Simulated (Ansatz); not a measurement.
## Single-point calculation, with input and output: ZrN (part 2 of 2)

The same run, continued: ZrN (slab, 10 atoms in the cell); DFT PBE, scalar-relativistic, plane waves, PAW, no spin polarisation (Ansatz 0.2.0); cutoff 420 eV, 21×21×1 k-mesh, Gaussian smearing of 0.05 eV. The structure derives from an entry of the Crystallography Open Database. It belongs to a series of runs on one base structure; here: clean surface.

Geometry of the input (Å; fractional positions):
```
3.2304  0.0000  0.0000
-1.6152  2.7976  0.0000
0.0000  0.0000  29.8692
N  0.3333  0.6667  0.3013
Zr 0.6667  0.3333  0.3455
N  0.0000  0.0000  0.3896
Zr 0.3333  0.6667  0.4338
N  0.6667  0.3333  0.4779
Zr 0.0000  0.0000  0.5222
N  0.3333  0.6667  0.5676
Zr 0.6667  0.3333  0.6131
N  0.0000  0.0000  0.6567
Zr 0.3333  0.6667  0.6991
```

### Output, continued
```
--- Forces (eV/Å), atoms counted from 1 ---
  atom   1  N      0.00000000    -0.00000000     4.72243710
  atom   2  Zr    -0.00000000     0.00000000    -6.49883725
  atom   3  N      0.00000000    -0.00000000     1.20409136
  atom   4  Zr     0.00000000    -0.00000000     0.53697578
  atom   5  N     -0.00000000    -0.00000000     0.05030052
  atom   6  Zr     0.00000000     0.00000000    -0.03948719
  atom   7  N     -0.00000000     0.00000000     0.01680904
  atom   8  Zr    -0.00000000    -0.00000000     0.05676179
  atom   9  N      0.00000000     0.00000000    -0.10369436
  atom  10  Zr     0.00000000     0.00000000     0.05460787
  max |Σ_I F_I| component: 3.53e-5 eV/Å
--- Band table (eV; the first three rows and the last of 48) ---
  k-point 0: bands = ["-45.3384", "-45.2459", "-45.1881", "-44.9650", "-43.8628", "-23.9991", "-23.6995", "-23.2872", "-23.0575", "-23.0575", "-22.9762", "-22.9762", "-22.9729", "-22.9248", "-22.9248", "-22.6197", "-22.6197", "-22.0301", "-21.5664", "-21.5664", "-11.8131", "-11.2627", "-10.5204", "-10.0110", "-7.3320", "-3.0632", "-2.1583", "-1.2119", "-1.2119", "-0.7460", "-0.7348", "-0.7348", "0.2181", "0.2181", "0.6646", "1.1398", "1.1398", "3.0488", "3.2821", "3.9371", "3.9371", "4.0499", "4.2794", "4.2794", "4.6108", "4.8700", "4.8700", "5.3418", "5.9149", "5.9149", "6.2282", "6.2346", "6.2346"]
  k-point 1: bands = ["-45.3359", "-45.2438", "-45.1862", "-44.9631", "-43.8607", "-23.9905", "-23.6954", "-23.2905", "-23.0758", "-23.0630", "-23.0036", "-22.9802", "-22.9689", "-22.9391", "-22.9283", "-22.6371", "-22.6233", "-22.0259", "-21.5867", "-21.5704", "-11.7769", "-11.2416", "-10.5189", "-10.0323", "-7.3301", "-3.0151", "-2.1455", "-1.1931", "-1.1834", "-0.9607", "-0.7232", "-0.5233", "0.0832", "0.2148", "0.7242", "1.0004", "1.0984", "3.0363", "3.2100", "3.8692", "3.9404", "4.1270", "4.1968", "4.3105", "4.6375", "4.8403", "4.9345", "5.4313", "5.8101", "5.9250", "6.2975", "6.3057", "6.4134"]
  k-point 2: bands = ["-45.3287", "-45.2374", "-45.1805", "-44.9577", "-43.8546", "-23.9654", "-23.6845", "-23.3046", "-23.1261", "-23.0790", "-23.0613", "-23.0038", "-22.9920", "-22.9524", "-22.9384", "-22.6867", "-22.6336", "-22.0141", "-21.6453", "-21.5822", "-11.6725", "-11.1826", "-10.5169", "-10.0932", "-7.3228", "-2.8762", "-2.1033", "-1.2014", "-1.1410", "-1.0694", "-0.6925", "-0.3686", "-0.1489", "0.2033", "0.6520", "0.7600", "0.9906", "2.8967", "3.1776", "3.6667", "3.9436", "3.9810", "4.3121", "4.4329", "4.5857", "4.8908", "5.0838", "5.5926", "5.7262", "6.0494", "6.3818", "6.3925", "6.6752"]
  k-point 47: bands = ["-45.2092", "-45.1365", "-45.0881", "-44.8696", "-43.7552", "-23.7673", "-23.7655", "-23.7123", "-23.5959", "-23.5716", "-23.5002", "-23.3574", "-23.2567", "-23.2145", "-23.1488", "-23.0154", "-22.9952", "-22.1640", "-22.1309", "-21.8429", "-10.7609", "-10.7281", "-10.5715", "-10.2476", "-6.9674", "-1.8749", "-1.8703", "-1.7340", "-1.3541", "-1.0225", "-0.7362", "-0.6634", "-0.6413", "-0.6327", "-0.6160", "-0.3134", "-0.1367", "2.3706", "3.5175", "3.8536", "3.8961", "4.1665", "4.9626", "5.2076", "5.3914", "5.8485", "6.1874", "6.2645", "6.8353", "6.9577", "7.5169", "7.5535", "7.9610"]
--- Band densities, each state counted as filled ---
  window                                       electrons  max residual (eV)  cut levels
  e_range: [-2, -1]                             3.551020             3.5e-9           0
  e_range: [-1, -0.5]                           2.489796             3.5e-9           0
  e_range: [-0.5, -0.25]                        1.931973             3.5e-9           0
  e_range: [-0.25, 0]                           2.217687             3.9e-9           0
  e_range: [0, 0.25]                            1.097506             3.4e-6           0
  e_range: [0.25, 0.5]                          0.929705             3.5e-6           0
  e_range: [0.5, 1]                             2.167800             3.3e-6           0
  e_range: [1, 1.5]                             1.981859             3.1e-6           0
```

### File band_densities.tsv
```
# window	n_electrons	max_residual_ev	n_cut_levels
# fermi_ev = 4.205409
# range_zeros_ev = 4.205409
# range_zeros_ev: from where a range's energies are measured, in spin up and in spin down where the run solves two channels
e_range_-2_-1	3.551020	3.497e-9	0
e_range_-1_-0.5	2.489796	3.486e-9	0
e_range_-0.5_-0.25	1.931973	3.531e-9	0
e_range_-0.25_0	2.217687	3.859e-9	0
e_range_0_0.25	1.097506	3.351e-6	0
e_range_0.25_0.5	0.929705	3.480e-6	0
e_range_0.5_1	2.167800	3.259e-6	0
e_range_1_1.5	1.981859	3.075e-6	0
```

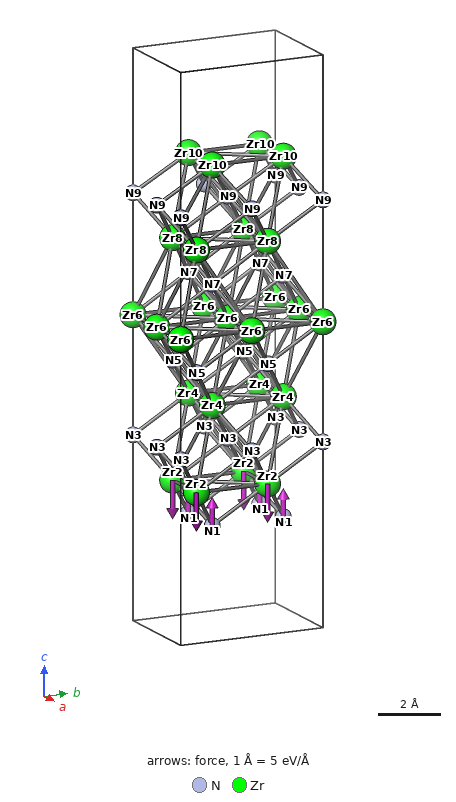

*Forces on the atoms as pink arrows (ball-and-stick view of the 2 × 2 repeat of the cell, with the vacuum cut short, seen slightly off an axis; atoms are numbered from 1 in the order of the input); the smallest are left out.*

The largest act on Zr2 (6.50 eV/Å); N1 (4.72 eV/Å). The geometry is not a stationary point of this energy.

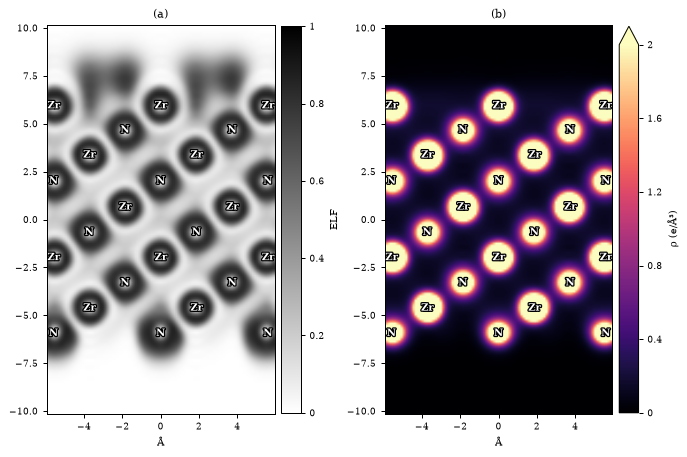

*(a) ELF; (b) valence electron density on the (110) plane of the calculation cell, a cut from vacuum to vacuum.*

Atoms in the plane: N and Zr. Zr–N (2.25 Å): the density is about 0.51 e/Å³ at the midpoint; the ELF peaks at about 0.80 in the valence shell of N, 0.6 Å from its nucleus, and drops to about 0.20 between the two atoms (no shared pair; the contact is polar). Zr–Zr (3.18 Å): the density is about 0.18 e/Å³ at the midpoint; the ELF is about 0.15 at the midpoint (no localised pair between them). Zr–N (2.31 Å): ρ at the midpoint is about 0.44 e/Å³; the ELF peaks at about 0.80 in the valence shell of N, 0.7 Å from its nucleus, and drops to about 0.15 between the two atoms (a polar contact without a shared pair, in a metal). Zr–Zr (3.23 Å): ρ at the midpoint is about 0.16 e/Å³; the ELF is about 0.10 at the midpoint (no localised pair between them). Zr–Zr (3.29 Å): the density is about 0.16 e/Å³ at the midpoint; the ELF is about 0.15 at the midpoint; no shared electron pair. The density dies away to nearly zero in the vacuum. The strong features right at Zr lie inside the PAW spheres (semicore, d or f shells) and say nothing about bonding. Core electrons are frozen (PAW), so the fields are smoothed inside the atomic spheres.

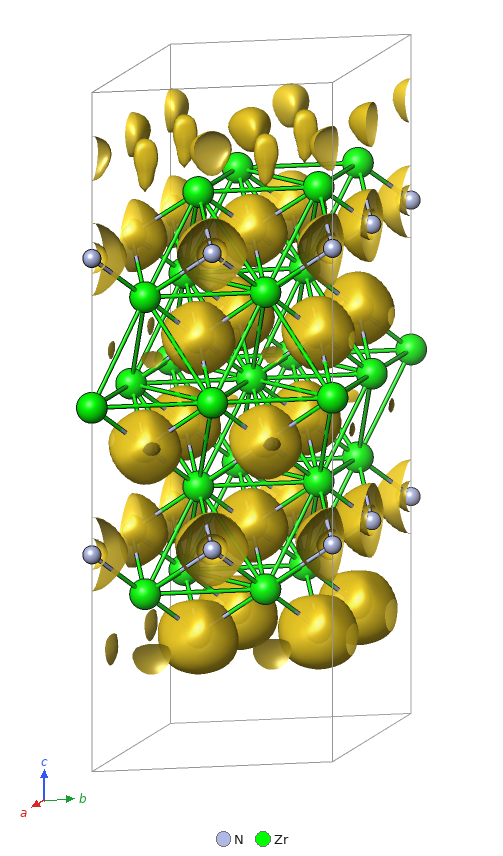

*Isosurface of the electron localisation function at 0.65 (yellow), seen slightly off an axis. Only the valence region is drawn (cores and ρ < 0.01 e/Å³ removed). Sticks mark near contacts.*

Counts are for one cell; the picture repeats the cell along the surface.  Values along the shortest contacts: Zr–N (2.25 Å): the ELF peaks at about 0.80 in the valence shell of N, 0.6 Å from its nucleus, and drops to about 0.20 between the two atoms; no shared pair; the contact is polar. Zr–Zr (3.18 Å): the ELF is about 0.15 at the midpoint; no shared electron pair.

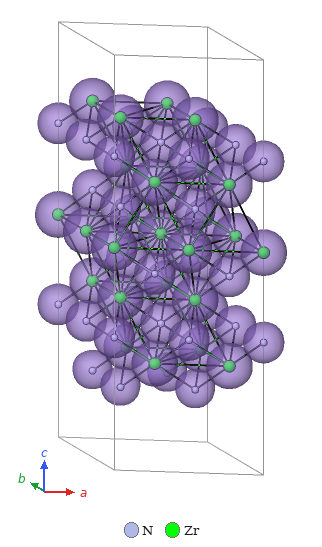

*Isosurface of the valence electron density at 0.6 e/Å³ (purple), seen slightly off an axis. Sticks mark near contacts.*

At this value the density breaks into separate islands; it holds about 70 % of the electrons treated as valence (semicore included). It is pinched off along the Zr–N (2.25 Å), Zr–Zr (3.18 Å), Zr–N (2.31 Å) and Zr–Zr (3.23 Å) contacts. On the grid the lowest density along these lines, outside the cores, is 0.5 e/Å³ (Zr–N, 2.25 Å), 0.19 e/Å³ (Zr–Zr, 3.18 Å), 0.44 e/Å³ (Zr–N, 2.31 Å) and 0.17 e/Å³ (Zr–Zr, 3.23 Å).
